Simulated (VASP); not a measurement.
## GaP: one change and its effect

System: GaP (2 atoms in the cell).
Method of run A: DFT, LDA, plane waves, PAW (VASP 6.6.1).

The structure was built on a prototype by a generator. The geometry comes from this level: PBE. 

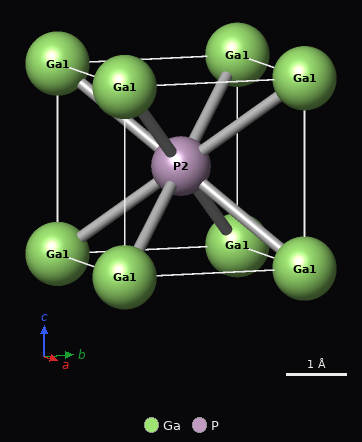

The starting structure (ball-and-stick view of the cell of the calculation, seen slightly off an axis; atoms are numbered from 1 in the order of the input).

**INCAR, run A**
```
ENCUT = 600.000000
SIGMA = 0.020000
EDIFF = 1.00e-07
EDIFFG = -5.00e-03
GGA = CA
PREC = Accurate
IBRION = 2
ISIF = 3
ISMEAR = -1
NBANDS = 16
NELM = 120
NSW = 40
LASPH = .TRUE.
LCHARG = .FALSE.
LWAVE = .FALSE.
LREAL = .FALSE.
```

**KPOINTS, run A**
```
KPOINTS created by Atomic Simulation Environment
0
Gamma
8 8 8
0 0 0
```

**POSCAR, run A**
```
Ga P
 1.0000000000000000
     3.2067216877742806   -0.0000000000000000   -0.0000000000000000
     0.0000000000000000    3.2067216877742806    0.0000000000000000
    -0.0000000000000000    0.0000000000000000    3.2067216877742806
 Ga  P
   1   1
Cartesian
  0.0000000000000000 -0.0000000000000000 -0.0000000000000000
  1.6033608438871401  1.6033608438871401  1.6033608438871401
```

Launched with:
```bash
mpirun -np 1 vasp_std
```

Hardware: 1 CPU thread, shared host.

**OSZICAR and lines of OUTCAR (run A)**
```
N       E                     dE             d eps       ncg     rms          rms(c)
DAV:   1     0.751310227525E+02    0.75131E+02   -0.96353E+03  1216   0.192E+03
DAV:   2    -0.396957544950E+01   -0.79101E+02   -0.75756E+02  1248   0.322E+02
DAV:   3    -0.911588636892E+01   -0.51463E+01   -0.51086E+01  1496   0.610E+01
DAV:   4    -0.917364193988E+01   -0.57756E-01   -0.57743E-01  1304   0.661E+00
DAV:   5    -0.917466710761E+01   -0.10252E-02   -0.10251E-02  1480   0.870E-01    0.370E+00
DAV:   6    -0.908751877320E+01    0.87148E-01   -0.11952E-01  1504   0.801E+00    0.216E+00
DAV:   7    -0.907221158165E+01    0.15307E-01   -0.25167E-02  1696   0.170E+00    0.642E-01
DAV:   8    -0.907048880039E+01    0.17228E-02   -0.34725E-03  1424   0.840E-01    0.574E-02
DAV:   9    -0.907047027957E+01    0.18521E-04   -0.26087E-04  1624   0.234E-01    0.455E-02
DAV:  10    -0.907047037622E+01   -0.96648E-07   -0.98282E-06  1288   0.306E-02    0.352E-02
DAV:  11    -0.907046923177E+01    0.11444E-05   -0.40643E-06  1504   0.366E-02    0.275E-03
DAV:  12    -0.907046922538E+01    0.63892E-08   -0.18011E-07  1160   0.415E-03
   1 F= -.90704692E+01 E0= -.90695035E+01  d E =-.907047E+01
       N       E                     dE             d eps       ncg     rms          rms(c)
DAV:   1    -0.907056865696E+01   -0.99425E-04   -0.12328E-03  1240   0.627E-01    0.577E-02
DAV:   2    -0.907049174373E+01    0.76913E-04   -0.12190E-04  1376   0.241E-01    0.264E-02
DAV:   3    -0.907047202354E+01    0.19720E-04   -0.18929E-05  1424   0.846E-02    0.555E-03
DAV:   4    -0.907047024819E+01    0.17753E-05   -0.15878E-06  1440   0.160E-02    0.193E-03
DAV:   5    -0.907046994974E+01    0.29845E-06   -0.17711E-07   928   0.577E-03    0.289E-04
DAV:   6    -0.907046994978E+01   -0.39108E-10   -0.13717E-08   624   0.117E-03
   2 F= -.90704699E+01 E0= -.90695046E+01  d E =-.724397E-06
[... from OUTCAR:]
   NELECT =      18.0000    total number of electrons
 E-fermi :   8.0607
  free  energy   TOTEN  =        -9.0704699498 eV
  energy  without entropy=       -9.0685392132  energy(sigma->0) =       -9.06950458
```

For run B the input was changed thus:
```diff
-GGA = CA
+GGA = PS
```

How does run B compare with run A?

The total energies belong to different methods, so their difference says nothing on which is more stable or more accurate. The volume per atom goes from 15.44 to 16.49 Å³. The functional changes from LDA to PBEsol. The SCF takes 13 iterations against 18.

**OSZICAR and lines of OUTCAR (run B)**
```
N       E                     dE             d eps       ncg     rms          rms(c)
DAV:   1     0.786565671457E+02    0.78657E+02   -0.95096E+03  1192   0.194E+03
DAV:   2    -0.341746021620E+01   -0.82074E+02   -0.78372E+02  1288   0.325E+02
DAV:   3    -0.862452154554E+01   -0.52071E+01   -0.51656E+01  1416   0.616E+01
DAV:   4    -0.868593767792E+01   -0.61416E-01   -0.61404E-01  1352   0.688E+00
DAV:   5    -0.868692124592E+01   -0.98357E-03   -0.98338E-03  1480   0.826E-01    0.346E+00
DAV:   6    -0.860216549838E+01    0.84756E-01   -0.12749E-01  1456   0.867E+00    0.199E+00
DAV:   7    -0.858754818240E+01    0.14617E-01   -0.24384E-02  1704   0.194E+00    0.585E-01
DAV:   8    -0.858576577114E+01    0.17824E-02   -0.33679E-03  1384   0.838E-01    0.473E-02
DAV:   9    -0.858575609681E+01    0.96743E-05   -0.22009E-04  1672   0.200E-01    0.396E-02
DAV:  10    -0.858575687641E+01   -0.77960E-06   -0.73031E-06  1272   0.271E-02    0.284E-02
DAV:  11    -0.858575815062E+01   -0.12742E-05   -0.25619E-06  1512   0.298E-02    0.692E-03
DAV:  12    -0.858575833028E+01   -0.17966E-06   -0.14572E-07  1040   0.416E-03    0.139E-03
DAV:  13    -0.858575830459E+01    0.25691E-07   -0.11698E-08   784   0.123E-03
   1 F= -.85857583E+01 E0= -.85848484E+01  d E =-.858576E+01
[... from OUTCAR:]
   NELECT =      18.0000    total number of electrons
 E-fermi :   7.8569
  free  energy   TOTEN  =        -8.5857583046 eV
  energy  without entropy=       -8.5839385760  energy(sigma->0) =       -8.58484844
```

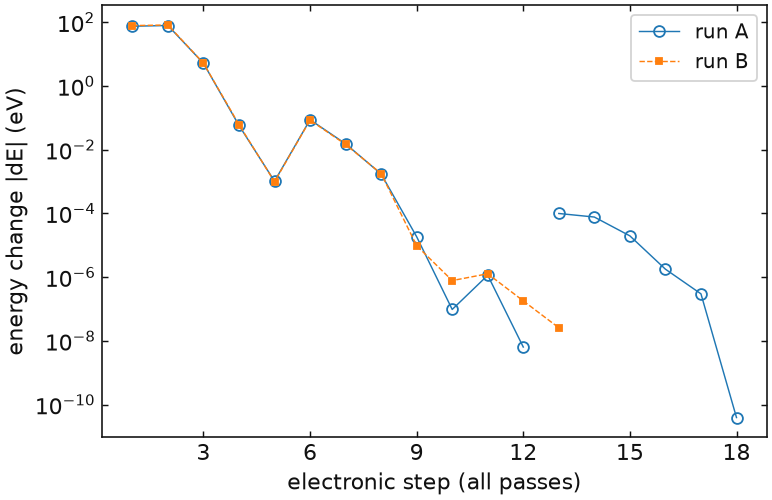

Convergence of the two runs: energy change |dE| against the electronic step. A break in a curve parts two SCF passes. Run A takes 18 steps in all, and run B takes 13.

**The two runs side by side**

| quantity | run A | run B |
| --- | --- | --- |
| outcome | converged | converged |
| free energy per atom (eV) | −4.5352 | −4.2929 |
| energy per atom, smearing taken to zero (eV) | −4.5348 | −4.2924 |
| pressure (GPa) | 0.04 | 0.01 |
| volume per atom (Å³) | 15.44 | 16.49 |
| largest force (eV/Å) | 0.000 | 0.000 |
| SCF iterations | 18 | 13 |
| irreducible k-points | 35 | 35 |

For run A: The volume changed by more than 5 % on the plane waves of the start, so the result carries a basis error; a second relaxation from the end is advised.
